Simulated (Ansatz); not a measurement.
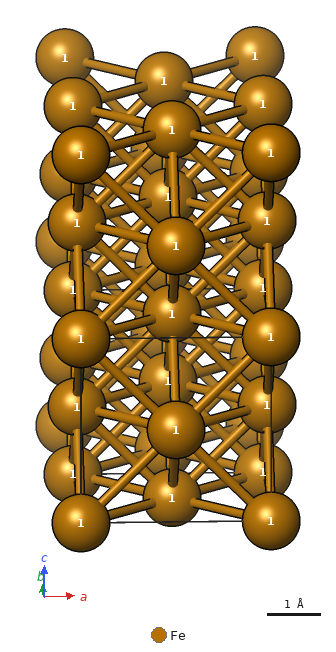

Reference structure: a symmetric starting cell of Fe (made from another compound by putting Fe in place of Ti). Style: ball-and-stick. Shown: the conventional cell (4 times the calculation's cell), repeated 1 × 2 × 2 with one cell outlined, from a free direction. Lengths and directions refer to the drawn axes.

Computed with DFT PBE, scalar-relativistic, plane waves, PAW (Ansatz 0.2.0). Settings: plane-wave cutoff 420 eV; k-point mesh 20 × 20 × 20; occupations gaussian; smearing width 0.1 eV; collinear spin.

The variant: All lengths are scaled by −1.8 % (volume −5.3 %), the atoms keeping their fractional coordinates. No relaxation follows. The starting cell wasn't computed here and needn't be at equilibrium, so pressure and forces aren't due to the change alone.

Input
```yaml
crystal:
  lattice:
    - [0.0, 1.784219374, 1.784219374]
    - [1.784219374, 0.0, 1.784219374]
    - [1.784219374, 1.784219374, 0.0]
  atoms:
    - { symbol: Fe, position: [0.0, 0.0, 0.0], spin: 2.88 }
basis:
  ecutwfc: 420
kpoints:
  mp_grid: { grid: [20, 20, 20] }
hamiltonian:
  xc: pbe
scf:
  occupations: { method: gaussian, width: 0.1 }
output:
  forces: true
  stress: true
  eigenvalues: true
  populations: true
magnetization:
  spin_polarized: true
```

Launched with:
```bash
ansatz run input.yaml --threads 1 --pin off --max-ram 1331MiB --backend cpu --events-out ev --progress --plain --runs-dir out
```

Predict the response.

Answer. Among the bonded contacts that change: Fe–Fe 2.569 → 2.523 Å. The space group stays Fm-3m (No. 225). The pressure is −12.9 GPa (not all of it need come from the change, since the unchanged cell can be under pressure at this level too). All forces vanish by symmetry.

Drawn alike, the variant:

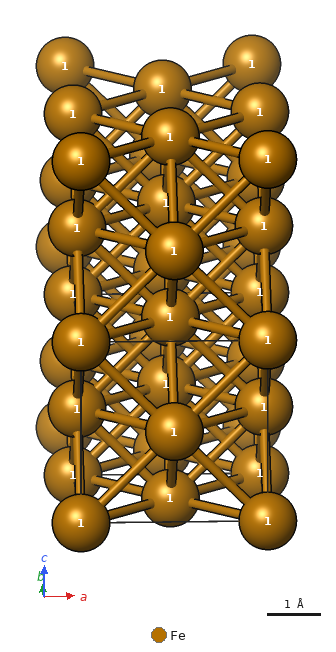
